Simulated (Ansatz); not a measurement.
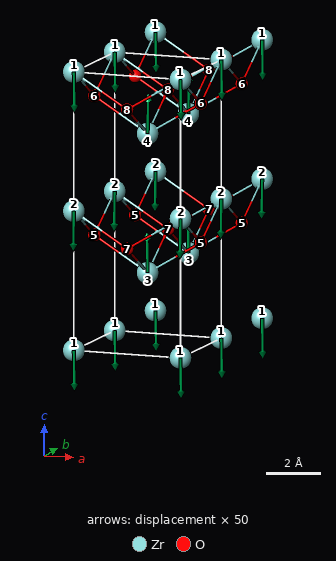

This is a relaxation of solid ZrO (a generated structure, set up in Cmce) (coarse preliminary run). The starting structure is drawn; green arrows show the displacements (the part carried along by the change of the cell is left out), magnified 50 times.

The picture is a ball-and-stick view of the cell of the calculation, repeated 1 × 2 × 1 with one cell outlined, seen slightly off an axis.

Case: Sn → Zr on all its sites, cell and atoms relaxed.

These are results of DFT PBE+D3(BJ), scalar-relativistic, plane waves, PAW in Ansatz 0.2.0, not measurements.

Input file:
```yaml
crystal:
  lattice:
    - [3.0147621473, -3.0147537687, 0.0]
    - [3.0147621473, 3.0147537687, 0.0]
    - [0.0, 0.0, 10.5784300591]
  atoms:
    - { symbol: Zr, position: [-0.0001094671, 0.0001094671, 0.0002320639] }
    - { symbol: Zr, position: [0.0001094671, -0.0001094671, 0.5002320639] }
    - { symbol: Zr, position: [0.5001267597, 0.4998732403, 0.2567722137] }
    - { symbol: Zr, position: [0.4998732403, 0.5001267597, 0.7567722137] }
    - { symbol: O, position: [1.0001760411, 0.4998149234, 0.3784978611] }
    - { symbol: O, position: [-0.0001760411, 0.5001850766, 0.8784978611] }
    - { symbol: O, position: [0.5001850766, -0.0001760411, 0.3784978611] }
    - { symbol: O, position: [0.4998149234, 1.0001760411, 0.8784978611] }
basis:
  ecutwfc: 420
kpoints:
  mp_grid: { grid: [6, 6, 2] }
hamiltonian:
  xc: pbe
  dispersion: d3bj
scf:
  occupations: { method: gaussian, width: 0.1 }
output:
  forces: true
  stress: true
  eigenvalues: true
relax:
  adjacent_minimum: "off"
  f_tol: 0.05
  max_steps: 60
  cell: { stress_tol: 0.5 }
```

Command:
```bash
ansatz run input.yaml --threads 2 --pin off --max-ram 5120MiB --backend cpu --events-out ev --progress --plain --runs-dir out
```

Q: Describe the change and its energy.

A: The largest moves relative to the cell, 0.032 Å, are those of Zr1, Zr2, Zr3 and Zr4. Zr1 goes along −c. Largest moves by element: Zr 0.032 Å, O 0.001 Å. Cell: a = b 4.264 → 3.601 Å (−15.5 %), c 10.578 → 9.671 Å (−8.6 %). Volume −34.8 %. Some distances before and after: Zr1–Zr4 3.965 → 3.426 Å, Zr1–O6 2.490 → 2.134 Å. Among the angles between lasting bonds that change: O5–Zr2–O5 117.7° → 115.1°, Zr2–O5–Zr2 117.7° → 115.1°. The space group stays P4/nmm (No. 129). Over 6 accepted moves (9 points after the start) the energy falls by 1204 meV per atom. The largest force component goes from 3.6 to 0.0054 eV/Å. The pressure goes from −28.88 to 0.02 GPa. The line search rejected the trial step at point 4 of the run. At 2 points the geometry stayed and the basis and grid were re-selected for the new cell (energy shift of 2.9 meV per atom at most each time). Cost: 83 s on 2 threads of Arm Neoverse V2 (shared host), peak memory 0.5 GiB.
